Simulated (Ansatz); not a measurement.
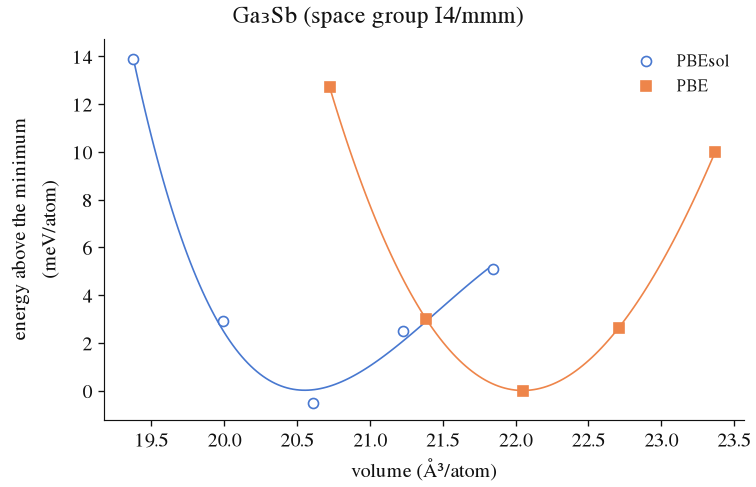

The picture above shows the energy above the minimum against volume, with one curve for each functional, for Ga₃Sb (space group I4/mmm).

Computed with Ansatz 0.2.0: third-order Birch-Murnaghan fit to density functional energies at scaled volumes of the given relaxed cell, shape and atoms relaxed at each volume; energies count from the fitted minimum; plane waves with PAW datasets, Γ-centred k mesh. All runs: no spin polarisation.

- wave cutoff: 420 eV
- k mesh: 14×14×14
- occupations: Gaussian
- smearing width: 0.1 eV

Tabulate the plotted points.

PBEsol:
| volume (Å³/atom) | energy above the minimum (meV/atom) |
| --- | --- |
| 19.372 | 13.9 |
| 19.990 | 2.9 |
| 20.608 | −0.5 |
| 21.226 | 2.5 |
| 21.845 | 5.1 |

PBE:
| volume (Å³/atom) | energy above the minimum (meV/atom) |
| --- | --- |
| 20.725 | 12.7 |
| 21.387 | 3.0 |
| 22.048 | 0.0 |
| 22.710 | 2.6 |
| 23.371 | 10.0 |

Limits of the calculation: pressure derivative unusual (PBEsol).
